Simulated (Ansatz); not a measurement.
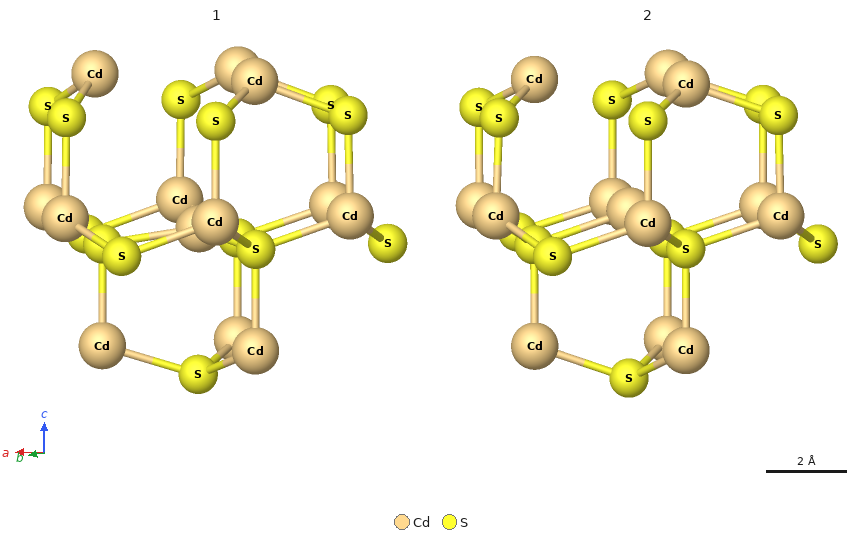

Two geometries of a defect cell of composition Cd48S47 (cell charge +1), drawn at one scale. One is the start of a relaxation, the other its converged end. A ball-and-stick model of the atoms within 5.0 Å of the atom that moves most (axes of the cell of the calculation (origin shifted)), seen from a free direction.

All numbers below come from DFT, PBEsol, PAW, plane waves (Ansatz). (plane-wave cutoff 420 eV; k-point mesh 1 × 1 × 1; mesh shifted by (0.25, 0.25, 0.25); collinear spin; atoms relaxed in a fixed cell; force threshold 0.03 eV/Å; at most 80 steps)

Which of the two is the end point?

Structure 1 is the relaxed one. The atoms of the start lie slightly off their symmetric places, so part of the fall in energy undoes that. The energy falls by 0.556 eV per cell of the calculation in 8 geometry steps. The largest force component goes from 0.58 to 0.021 eV/Å. A Cd atom moves most: 0.44 Å along −c. Largest moves by element: Cd 0.44 Å, S 0.12 Å. The cell stays as it was. Near-neighbour distances that change, for instance: Cd–S 2.563 → 2.461 Å, Cd–S 2.548 → 2.454 Å, Cd–S 2.460 → 2.531 Å, Cd–S 2.524 → 2.455 Å. Bond angles that change, for instance: Cd–S–Cd 108.8° → 98.9°, Cd–S–Cd 108.2° → 98.9°, S–Cd–S 108.3° → 117.3°. The run took 18 s on 1 × NVIDIA GB200 with 8 threads of Arm Neoverse-V2, peak memory 2.7 GiB.

Limits of the set-up: the cell is charged, on a uniform background, and energies carry no finite-size correction.
